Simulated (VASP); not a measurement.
## Run report: ScAl3, geometry relaxation (part 2 of 2)

Continued. System: ScAl3 (Pm-3m, 4 atoms in the cell). Method: Kohn-Sham DFT of a periodic cell, PBE, VASP PAW PBE potentials, recommended, no spin polarisation (VASP 6.6.1); cutoff 600 eV, 10×10×10 k-mesh, Gaussian smearing of 0.1 eV. The structure derives from a Materials Project entry.

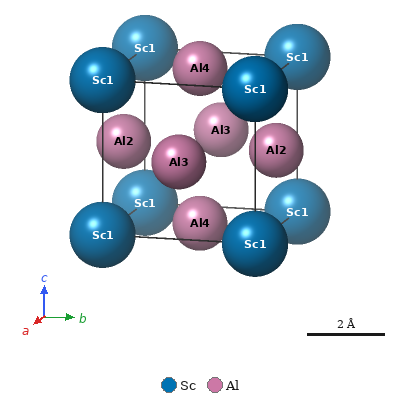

The geometry at step 1 of the log (spheres-only view of the cell of the calculation, seen slightly off an axis; atoms are numbered from 1 in the order of the input).

**Parts of OUTCAR, continued**
```
  FORCE on cell =-STRESS in cart. coord.  units (eV):
  Direction    XX          YY          ZZ          XY          YZ          ZX
  --------------------------------------------------------------------------------------
  -------------------------------------------------------------------------------------
  Total        0.5034873      0.5034873      0.5034873      0.0000000      0.0000000     -0.0000000
  in kB       11.8094060     11.8094060     11.8094060      0.0000000      0.0000000     -0.0000000
  external PRESSURE =      11.8094060 kB  Pullay stress =       0.0000000 kB

 VOLUME and BASIS-vectors are now :
 -----------------------------------------------------------------------------
  energy-cutoff  :      600.00
  volume of cell :       68.31
      direct lattice vectors                 reciprocal lattice vectors
     4.087806570  0.000000000  0.000000000     0.244629970  0.000000000  0.000000000
     0.000000000  4.087806570  0.000000000     0.000000000  0.244629970  0.000000000
     0.000000000  0.000000000  4.087806570     0.000000000  0.000000000  0.244629970

 POSITION                                       TOTAL-FORCE (eV/Angst)
 -----------------------------------------------------------------------------------
      0.00000      0.00000      0.00000         0.000000      0.000000      0.000000
      2.04390      0.00000      2.04390         0.000000      0.000000      0.000000
      0.00000      2.04390      2.04390         0.000000      0.000000      0.000000
      2.04390      2.04390      0.00000         0.000000      0.000000      0.000000
 -----------------------------------------------------------------------------------
    total drift:                                0.000000     -0.000000     -0.000000

  FREE ENERGIE OF THE ION-ELECTRON SYSTEM (eV)
  ---------------------------------------------------
  free  energy   TOTEN  =       -19.2980086519 eV

  energy  without entropy=      -19.2921029197  energy(sigma->0) =      -19.29505579

--------------------------------------- Ionic step        2  -------------------------------------------

 number of electron      19.9999999 magnetization

------------------------ aborting loop because EDIFF is reached ----------------------------------------

  FORCE on cell =-STRESS in cart. coord.  units (eV):
  Direction    XX          YY          ZZ          XY          YZ          ZX
  --------------------------------------------------------------------------------------
  -------------------------------------------------------------------------------------
  Total       -0.1832555     -0.1832555     -0.1832555      0.0000000      0.0000000      0.0000000
  in kB       -4.2209373     -4.2209373     -4.2209373      0.0000000      0.0000000      0.0000000
  external PRESSURE =      -4.2209373 kB  Pullay stress =       0.0000000 kB

 VOLUME and BASIS-vectors are now :
 -----------------------------------------------------------------------------
  energy-cutoff  :      600.00
  volume of cell :       69.56
      direct lattice vectors                 reciprocal lattice vectors
     4.112629327  0.000000000 -0.000000000     0.243153448 -0.000000000  0.000000000
     0.000000000  4.112629327 -0.000000000    -0.000000000  0.243153448 -0.000000000
    -0.000000000  0.000000000  4.112629327     0.000000000  0.000000000  0.243153448

 POSITION                                       TOTAL-FORCE (eV/Angst)
 -----------------------------------------------------------------------------------
      0.00000      0.00000      0.00000         0.000000      0.000000      0.000000
      2.05631      0.00000      2.05631         0.000000     -0.000000      0.000000
      0.00000      2.05631      2.05631        -0.000000     -0.000000      0.000000
      2.05631      2.05631     -0.00000         0.000000     -0.000000      0.000000
 -----------------------------------------------------------------------------------
    total drift:                                0.000000     -0.000000     -0.000000

  FREE ENERGIE OF THE ION-ELECTRON SYSTEM (eV)
  ---------------------------------------------------
  free  energy   TOTEN  =       -19.3008456796 eV

  energy  without entropy=      -19.2944236594  energy(sigma->0) =      -19.29763467

--------------------------------------- Ionic step        3  -------------------------------------------

 number of electron      20.0000000 magnetization

 Free energy of the ion-electron system (eV)
  ---------------------------------------------------
  ext. energy  EPLUGINS =         0.00000000
  ---------------------------------------------------
  free energy    TOTEN  =       -19.30130378 eV

  energy without entropy =      -19.29503007  energy(sigma->0) =      -19.29816693

 E-fermi :   7.1709     XC(G=0): -10.3658     alpha+bet :-14.3949

 val. band max:        7.1148485214   @ k =   0.5000   0.1000   0.1000
 cond. band min:       7.1885187477   @ k =   0.3000   0.0000   0.0000
 fundamental gap:      0.0736702263
 Fermi energy:         7.1708866615

 k-point     1 :       0.0000    0.0000    0.0000
  band No.  band energies     occupation
      1     -41.8613      2.00000
      2     -20.5601      2.00000
      3     -20.5601      2.00000
      4     -20.5601      2.00000
      5      -2.8076      2.00000
      6       4.5500      2.00000
      7       4.5500      2.00000
      8       5.3462      2.00000
      9       5.3462      2.00000
     10       5.3462      2.00000
     11       8.4204      0.00000
     12       8.4555      0.00000
     13       8.4555      0.00000
     14       8.4555      0.00000

 k-point     2 :       0.1000    0.0000    0.0000
  band No.  band energies     occupation
      1     -41.8611      2.00000
      2     -20.5630      2.00000
      3     -20.5598      2.00000
      4     -20.5598      2.00000
      5      -2.7164      2.00000
      6       3.7728      2.00000
      7       4.6225      2.00000
      8       5.3590      2.00000
      9       5.3590      2.00000
     10       5.8803      2.00000
     11       8.3996      0.00000
     12       8.3996      0.00000
     13       8.4838      0.00000
     14       8.7999      0.00000

 k-point     3 :       0.2000    0.0000    0.0000
  band No.  band energies     occupation
      1     -41.8608      2.00000
      2     -20.5706      2.00000
      3     -20.5592      2.00000
      4     -20.5592      2.00000
      5      -2.4453      2.00000
      6       2.6238      2.00000
      7       4.8338      2.00000
      8       5.3908      2.00000
      9       5.3908      2.00000
     10       6.5159      2.00000
     11       8.2812      0.00000
     12       8.2812      0.00000
     13       8.5606      0.00000
     14       9.5848      0.00000

 k-point     4 :       0.3000    0.0000    0.0000
  band No.  band energies     occupation
      1     -41.8605      2.00000
      2     -20.5799      2.00000
      3     -20.5585      2.00000
      4     -20.5585      2.00000
      5      -2.0043      2.00000
      6       1.4937      2.00000
      7       5.1590      2.00000
      8       5.4263      2.00000
      9       5.4263      2.00000
     10       7.1885      0.80309
     11       8.1844      0.00000
     12       8.1844      0.00000
     13       8.6613      0.00000
     14       9.0435      0.00000

 k-point     5 :       0.4000    0.0000    0.0000
  band No.  band energies     occupation
      1     -41.8602      2.00000
      2     -20.5875      2.00000
      3     -20.5579      2.00000
      4     -20.5579      2.00000
      5      -1.4226      2.00000
      6       0.4830      2.00000
      7       5.4510      2.00000
      8       5.4510      2.00000
      9       5.5217      2.00000
     10       7.9463      0.00000
     11       8.1450      0.00000
     12       8.1450      0.00000
     13       8.2745      0.00000
     14       8.7481      0.00000

 [... the levels of 18 k-points are left out ...]

 k-point    24 :       0.3000    0.1000    0.1000
  band No.  band energies     occupation
      1     -41.8602      2.00000
      2     -20.5793      2.00000
      3     -20.5612      2.00000
      4     -20.5609      2.00000
      5      -1.8322      2.00000
      6       1.6456      2.00000
      7       4.2242      2.00000
      8       4.8272      2.00000
      9       6.0010      2.00000
     10       7.3856      0.00240
     11       7.7980      0.00000
     12       8.1396      0.00000
     13       9.0923      0.00000
     14       9.7213      0.00000

 [... further k-points ...]

------------------------ aborting loop because EDIFF is reached ----------------------------------------

  FORCE on cell =-STRESS in cart. coord.  units (eV):
  Direction    XX          YY          ZZ          XY          YZ          ZX
  --------------------------------------------------------------------------------------
  -------------------------------------------------------------------------------------
  Total        0.0016553      0.0016553      0.0016553      0.0000000     -0.0000000      0.0000000
  in kB        0.0383175      0.0383175      0.0383175      0.0000000     -0.0000000      0.0000000
  external PRESSURE =       0.0383175 kB  Pullay stress =       0.0000000 kB

 VOLUME and BASIS-vectors are now :
 -----------------------------------------------------------------------------
  energy-cutoff  :      600.00
  volume of cell :       69.21
      direct lattice vectors                 reciprocal lattice vectors
     4.105816184  0.000000000 -0.000000000     0.243556934 -0.000000000  0.000000000
     0.000000000  4.105816184 -0.000000000    -0.000000000  0.243556934 -0.000000000
    -0.000000000  0.000000000  4.105816184     0.000000000  0.000000000  0.243556934

 POSITION                                       TOTAL-FORCE (eV/Angst)
 -----------------------------------------------------------------------------------
      0.00000      0.00000      0.00000         0.000000      0.000000      0.000000
      2.05291      0.00000      2.05291         0.000000     -0.000000      0.000000
      0.00000      2.05291      2.05291        -0.000000     -0.000000      0.000000
      2.05291      2.05291     -0.00000         0.000000     -0.000000      0.000000
 -----------------------------------------------------------------------------------
    total drift:                                0.000000     -0.000000     -0.000000

  FREE ENERGIE OF THE ION-ELECTRON SYSTEM (eV)
  ---------------------------------------------------
  free  energy   TOTEN  =       -19.3013037783 eV

  energy  without entropy=      -19.2950300746  energy(sigma->0) =      -19.29816693

 reached required accuracy - stopping structural energy minimisation
```

**CONTCAR**
```
ScAl3
   1.00000000000000
     4.1058161844828209    0.0000000000000000   -0.0000000000000000
     0.0000000000000000    4.1058161844828209   -0.0000000000000000
    -0.0000000000000000    0.0000000000000000    4.1058161844828209
  Sc              Al
     1     3
Direct
     0.0000000000000000    0.0000000000000000    0.0000000000000000
     0.5000000000000000    0.0000000000000000    0.5000000000000000
     0.0000000000000000    0.5000000000000000    0.5000000000000000
     0.5000000000000000    0.5000000000000000    0.0000000000000000

  0.00000000E+00  0.00000000E+00  0.00000000E+00
  0.00000000E+00  0.00000000E+00  0.00000000E+00
  0.00000000E+00  0.00000000E+00  0.00000000E+00
  0.00000000E+00  0.00000000E+00  0.00000000E+00
```

**Trajectory as extended XYZ (Å, eV, eV/Å), 3 frames, from step=0 to step=2**
```
4
Lattice="4.0878 0.0000 0.0000 0.0000 4.0878 0.0000 0.0000 0.0000 4.0878" Properties=species:S:1:pos:R:3:forces:R:3 step=0 energy=-19.29801
Sc    0.0000    0.0000    0.0000    0.0000   0.0000   0.0000
Al    2.0439    0.0000    2.0439    0.0000   0.0000   0.0000
Al    0.0000    2.0439    2.0439    0.0000   0.0000   0.0000
Al    2.0439    2.0439    0.0000    0.0000   0.0000   0.0000
4
Lattice="4.1126 0.0000 -0.0000 0.0000 4.1126 -0.0000 -0.0000 0.0000 4.1126" Properties=species:S:1:pos:R:3:forces:R:3 step=1 energy=-19.30085
Sc    0.0000    0.0000    0.0000    0.0000   0.0000   0.0000
Al    2.0563    0.0000    2.0563    0.0000   0.0000   0.0000
Al    0.0000    2.0563    2.0563    0.0000   0.0000   0.0000
Al    2.0563    2.0563    0.0000    0.0000   0.0000   0.0000
4
Lattice="4.1058 0.0000 -0.0000 0.0000 4.1058 -0.0000 -0.0000 0.0000 4.1058" Properties=species:S:1:pos:R:3:forces:R:3 step=2 energy=-19.30130
Sc    0.0000    0.0000    0.0000    0.0000   0.0000   0.0000
Al    2.0529    0.0000    2.0529    0.0000   0.0000   0.0000
Al    0.0000    2.0529    2.0529    0.0000   0.0000   0.0000
Al    2.0529    2.0529    0.0000    0.0000   0.0000   0.0000
```

The run was set up as follows.

**INCAR**
```
ALGO = Normal ; EDIFF = 1E-7
EDIFFG = -0.002 ; ENCUT = 600
GGA = PE ; IBRION = 2
ISIF = 3 ; ISMEAR = 0
LASPH = True ; LCHARG = False
LREAL = False ; LWAVE = False
NELM = 100 ; NSW = 100
PREC = Accurate ; SIGMA = 0.1
```

**KPOINTS**
```
k-points
0
Gamma
  10 10 10
```

**POSCAR**
```
ScAl3
1.0
    4.0878065700      0.0000000000      0.0000000000
    0.0000000000      4.0878065700      0.0000000000
    0.0000000000      0.0000000000      4.0878065700
Sc Al
1 3
Direct
    0.0000000000      0.0000000000      0.0000000000
    0.5000000000      0.0000000000      0.5000000000
    0.0000000000      0.5000000000      0.5000000000
    0.5000000000      0.5000000000      0.0000000000
```

Run as:
```bash
cat potpaw_PBE.64/Sc_sv/POTCAR potpaw_PBE.64/Al/POTCAR > POTCAR
mpirun -np 1 vasp_std > vasp.out
```

**Summary**

- outcome: converged
- space group (tolerance 0.01 Å): Pm-3m (221)
- electrons treated: 20
- free energy: −19.3013 eV
- gap on the k-point mesh: none (metallic)
- pressure: 0.00 GPa
- final volume: 69.21 Å³
- largest force (length of the vector) at the end: under 0.001 eV/Å
- final cell: a = 4.106 Å, b = 4.106 Å, c = 4.106 Å, α = 90.00°, β = 90.00°, γ = 90.00°
- hardware: 1 thread of Intel Xeon (Granite Rapids), 64 GiB of memory available, shared host
- wall time: 61 s
- peak memory: 0.25 GiB
